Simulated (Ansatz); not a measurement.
# A series of single points on InAs

System: InAs (2 atoms in the cell).
Method: Kohn-Sham DFT of a periodic cell, PBE, Ansatz PAW large core, spin-polarised (Ansatz 0.2.0).

The 6 runs differ only in the geometry, by an even scaling of the cell at fixed fractional positions. The structure derives from an entry of the Crystallography Open Database.

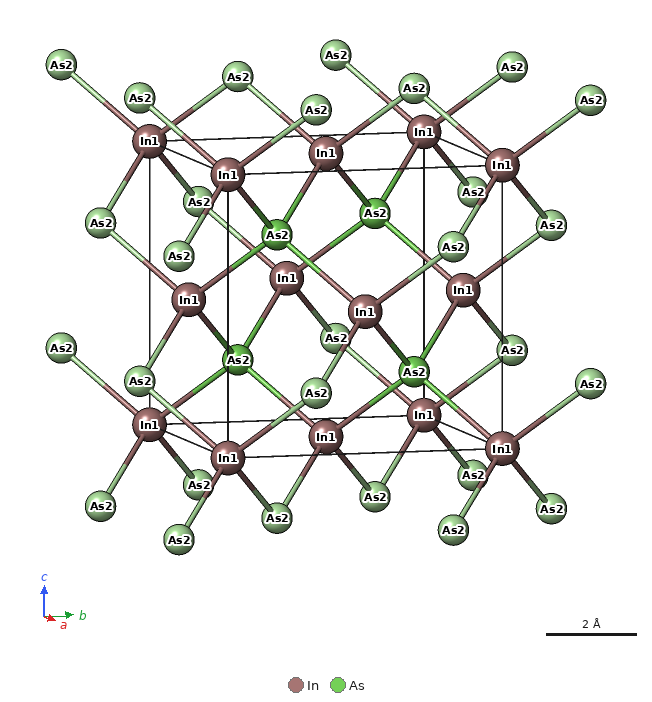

Figure 1. The structure of run 4 (ball-and-stick view of the cell 4 times as large as that of the calculation, set on its symmetry axes, seen slightly off an axis; neighbours outside the cell are drawn fainter; atoms are numbered from 1 in the order of the input).

### Input of run 4
```yaml
crystal:
  lattice:
    - [0.0, 3.1828675961, 3.1828675961]
    - [3.1828675961, 0.0, 3.1828675961]
    - [3.1828675961, 3.1828675961, 0.0]
  atoms:
    - { symbol: In, position: [0.0, 0.0, 0.0], spin: 0.5 }
    - { symbol: As, position: [0.75, 0.75, 0.75] }
hamiltonian:
  xc: pbe
  pseudopotentials: { kind: paw, core: large }
magnetization:
  spin_polarized: true
kpoints:
  mp_grid: { grid: [8, 8, 8] }
scf:
  occupations: { method: gaussian, width: 0.01 }
output:
  forces: true
  stress: true
  eigenvalues: true
```

Command:
```bash
ansatz run input.yaml --threads 1 --pin off --max-ram 2560MiB --backend cpu --events-out ev --progress --plain --runs-dir out
```

Lattice vectors (Å) and fractional positions of run 4:
```
   0.000000    3.182868    3.182868
   3.182868    0.000000    3.182868
   3.182868    3.182868    0.000000
In  0.000000  0.000000  0.000000
As  0.750000  0.750000  0.750000
```

Run 3 differs from it as follows:
```diff
-    - [0.0, 3.1828675961, 3.1828675961]
-    - [3.1828675961, 0.0, 3.1828675961]
-    - [3.1828675961, 3.1828675961, 0.0]
+    - [0.0, 3.1619270715, 3.1619270715]
+    - [3.1619270715, 0.0, 3.1619270715]
+    - [3.1619270715, 3.1619270715, 0.0]
```

### Results, with one run withheld

```tsv
run	volume per atom (Å³)	free energy per atom, from the lowest run given (meV)	pressure (GPa)
1	29.716	0.00	−0.18
2	30.348	2.65	−1.14
3	31.612	?	?
4	32.245	30.16	−3.37
5	32.877	44.62	−3.95
6	33.509	61.21	−4.45
```

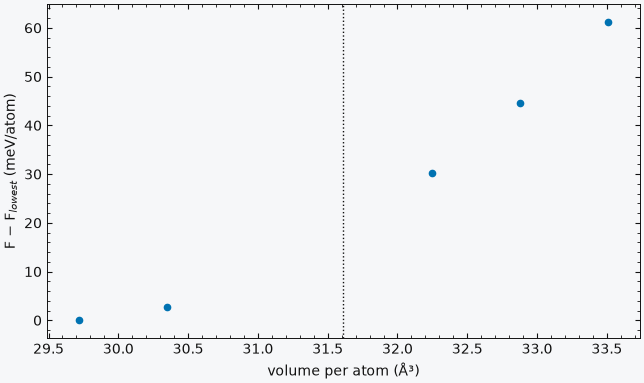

Figure 2. Free energy per atom of the runs given; the dotted line marks run 3.

Estimate the energy of run 3 from the others.

A cubic polynomial in V^(−2/3) (the Birch–Murnaghan form), fitted to the 5 runs given, misses them by under 0.01 meV per atom. With x = V^(−2/3) − 0.09988 Å⁻², it reads F = 19.274 − 8286.6 x + 8.7049e+05 x² + 3.6829e+06 x³ (meV per atom). At run 3 it gives 18.11 meV per atom, and the run itself gives 18.11. The slope of the fit gives a pressure −dF/dV of −2.72 GPa there, and the run prints −2.72 GPa. The fit has no minimum inside this range.

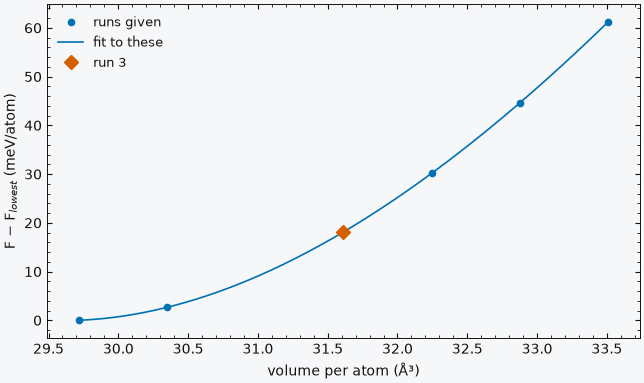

Figure 3. The fit and the withheld run.

### Output, shortened to warnings, some set-up lines, iterations and results (run 3)
```
Warning: of In, As the run reads no dataset of the core that `hamiltonian.pseudopotentials.core` asks for: this build lists none beside the file that it uses, or the input names that file
WARN: the starting moments were not kept: the SCF closed with an absolute magnetisation of 4.6e-6 μB, where they sum to 0.5 μB in size (1 site). That is at most 0.1 of that sum. Measured as dr2_m measures the in/out step, that magnetisation stands 2.2e-12 eV from none, at or under the dr2_threshold of 1.0e-7 eV: it is no larger than a step whose dr2_m would equal this threshold. The system may …
Basis set: ecut = 420 eV, 1243 PW (Γ), exchange–correlation on 60×60×60 points (8 copies of the dense FFT grid, shifted against one another)
Symmetry: 24 space group operations
k-points: 29 of 512 (time reversal used)
Initial density: superposition of atomic densities (chi_scale 0.1, normalization cell)
[...]
SCF iter   1: F=—  HF=-10454.624464 eV  |F-HF|=—  |Δ(HF+E_count)|=         —  Δρ=2.25e-2 (↑2.25e-2 ↓1.97e-2)  dr2=8.89e-1  dr2_m=1.43e-1  M=0.004 μB ∫|m|=0.034 μB  β_m=0.30  …
SCF iter   2: F=—  HF=-10454.425708 eV  |F-HF|=—  |Δ(HF+E_count)|=   1.99e-1  Δρ=1.45e-2 (↑1.30e-2 ↓1.45e-2)  dr2=1.63e-1  dr2_m=7.17e-2  M=0.004 μB ∫|m|=0.026 μB  β_m=0.30  …
SCF iter   3: F=—  HF=-10454.418914 eV  |F-HF|=—  |Δ(HF+E_count)|=   6.79e-3  Δρ=1.01e-2 (↑7.76e-3 ↓1.01e-2)  dr2=3.23e-2  dr2_m=3.58e-2  M=0.003 μB ∫|m|=0.020 μB  β_m=0.30  …
SCF iter   4: F=—  HF=-10454.425480 eV  |F-HF|=—  |Δ(HF+E_count)|=   6.57e-3  Δρ=5.68e-3 (↑5.68e-3 ↓5.46e-3)  dr2=2.90e-4  dr2_m=1.79e-2  M=0.002 μB ∫|m|=0.015 μB  β_m=0.30  …
SCF iter   5: F=—  HF=-10454.427326 eV  |F-HF|=—  |Δ(HF+E_count)|=   1.85e-3  Δρ=3.97e-3 (↑3.97e-3 ↓3.90e-3)  dr2=1.01e-4  dr2_m=8.93e-3  M=0.001 μB ∫|m|=0.012 μB  β_m=0.30  …
[... 5 lines ...]
SCF iter  11: F=—  HF=-10454.429403 eV  |F-HF|=—  |Δ(HF+E_count)|=   3.54e-7  Δρ=8.84e-6 (↑8.84e-6 ↓4.10e-6)  dr2=5.38e-8  dr2_m=2.11e-8  M=-0.000 μB ∫|m|=0.000 μB  β_m=0.80  …
SCF iter  12: F=—  HF=-10454.429403 eV  |F-HF|=—  |Δ(HF+E_count)|=   2.27e-8  Δρ=2.15e-6 (↑1.29e-6 ↓2.15e-6)  dr2=6.81e-9  dr2_m=9.59e-10  M=-0.000 μB ∫|m|=0.000 μB  β_m=0.71 …
SCF iter  13: F=—  HF=-10454.429403 eV  |F-HF|=—  |Δ(HF+E_count)|=  5.22e-10  Δρ=7.45e-7 (↑7.45e-7 ↓5.84e-7)  dr2=2.59e-10  dr2_m=2.18e-10  M=-0.000 μB ∫|m|=0.000 μB  …
SCF iter  14: F=-10454.429403 eV  HF=-10454.429403 eV  |F-HF|=1.46e-11  |Δ(HF+E_count)|=  4.67e-10  Δρ=1.49e-7 (↑1.49e-7 ↓1.24e-7)  dr2=5.05e-12  dr2_m=1.02e-11  M=-0.000 μB …
SCF 1 converged in 14 iterations: F = -10454.429403 eV  dr2 = 5.05e-12
WARN: the starting moments were not kept: the SCF closed with an absolute magnetisation of 4.6e-6 μB, where they sum to 0.5 μB in size (1 site). That is at most 0.1 of that sum. Measured as dr2_m measures the in/out step, that magnetisation stands 2.2e-12 eV from none, at or under the dr2_threshold …
SCF converged after 14 iterations
Magnetization: -0.0000 μB (14.0000 up, 14.0000 down)
Absolute magnetization: 0.0000 μB (∫|ρ↑−ρ↓|, with the PAW one-centre terms)
Spin contamination: 0.0000 ħ² per cell (⟨S²⟩ above its minimum at these occupations)
Per-site moments (μB) at R_I (Å): [(-4.458469282735255e-9, 1.129552532143503), (-2.100226719810141e-6, 1.129552532143503)]
Free energy (F): -10454.429403 eV
Harris-Foulkes:  -10454.429403 eV  (|F-HF|=1.46e-11)
Internal energy: -10454.429373 eV  (E = F + TS)
E sigma→0 (E₀):  -10454.429388 eV
Entropy (-TS):   -0.000030 eV (-0.015 meV/atom)
Fermi energy:    6.181653 eV
--- Per-component energies (eV) ---
  E_band       = -352.396942
  E_kinetic    = 343.634107
  E_local      = -3452.593969  (includes V_loc(G=0)·N_el)
  E_nonlocal   = -303.490898
  E_hartree    = 1654.291498
  E_xc         = -293.123084
  E_vxc        = -176.667494  (∫ρ·V_xc dr)
  E_paw        = -5990.409994  (= ΣΔE_a)
  E_vpaw       = -71.861728  (= ΣTr[D̂ρ^β])
[...]
```

Notes on the run: some starting moments were not kept.
